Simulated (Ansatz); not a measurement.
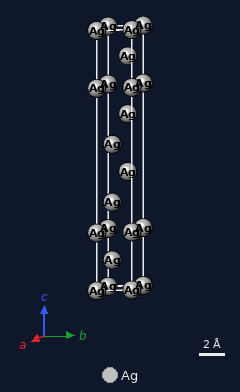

Solid Ag (set up in R-3m), before the relaxation. Style: spheres-only. Shown: the conventional cell (3 times the calculation's cell), slightly off an axis. Lengths and directions refer to the drawn axes.

These are results of Ansatz, DFT PBEsol, scalar-relativistic, plane waves, PAW, not measurements.

The input:
```yaml
crystal:
  lattice:
    - [1.4730471633, 0.8504641762, 7.20465]
    - [-1.4730471633, 0.8504641762, 7.20465]
    - [0.0, -1.7009283525, 7.20465]
  atoms:
    - { symbol: Ag, position: [0.0, 0.0, 0.0] }
    - { symbol: Ag, position: [0.777719, 0.777719, 0.777719] }
    - { symbol: Ag, position: [0.222281, 0.222281, 0.222281] }
basis:
  ecutwfc: 420
kpoints:
  mp_grid: { grid: [18, 18, 18] }
hamiltonian:
  xc: pbesol
scf:
  occupations: { method: gaussian, width: 0.1 }
output:
  forces: true
  stress: true
  eigenvalues: true
relax:
  adjacent_minimum: "off"
  f_tol: 0.005
  max_steps: 80
  cell: { stress_tol: 0.05 }
```

Run as
```bash
ansatz run input.yaml --threads 2 --pin off --max-ram 5120MiB --backend cpu --events-out ev --progress --plain --runs-dir out
```

> Where does the relaxation end?

Over 3 accepted moves (4 points after the start) the energy falls by 35.0 meV per atom. Largest force component: 0.004 eV/Å at the start, 0.00069 eV/Å at the end. The pressure goes from −7.46 to 0.00 GPa. At 1 point the geometry stayed and the basis and grid were re-selected for the new cell (energy shift of 0.4 meV per atom at most each time). No atom moves by more than 0.005 Å relative to the cell. The drawn cell changes as follows: a = b 2.946 → 2.869 Å (−2.6 %), c 21.614 → 21.059 Å (−2.6 %); the volume changes by −7.6 %. Some distances before and after: Ag1–Ag1 2.946 → 2.869 Å, Ag1–Ag2 2.942 → 2.865 Å. The space group stays R-3m (No. 166). The run took 59 s on 2 threads of Intel(R) Xeon(R) 6975P-C (Granite Rapids) (shared host), peak memory 1 GiB.

History of the run:

| step | E − E(0), meV/atom | largest force component, eV/Å | pressure, GPa | volume, Å³/atom | note |
| --- | --- | --- | --- | --- | --- |
| 0 | 0.00 | 0.0040 | -7.46 | 18.052 |  |
| 1 | -3.29 | 0.0097 | 10.01 | 15.554 |  |
| 2 | -34.34 | 0.0004 | -1.48 | 16.893 |  |
| 3 | -35.42 | 0.0007 | -0.01 | 16.677 |  |
| 4 | -34.99 | 0.0007 | 0.00 | 16.677 | same geometry, new basis |

The end point in the same view:

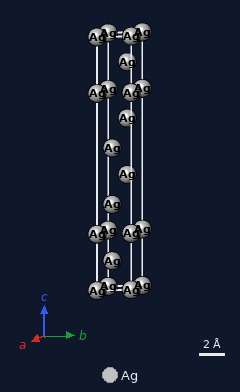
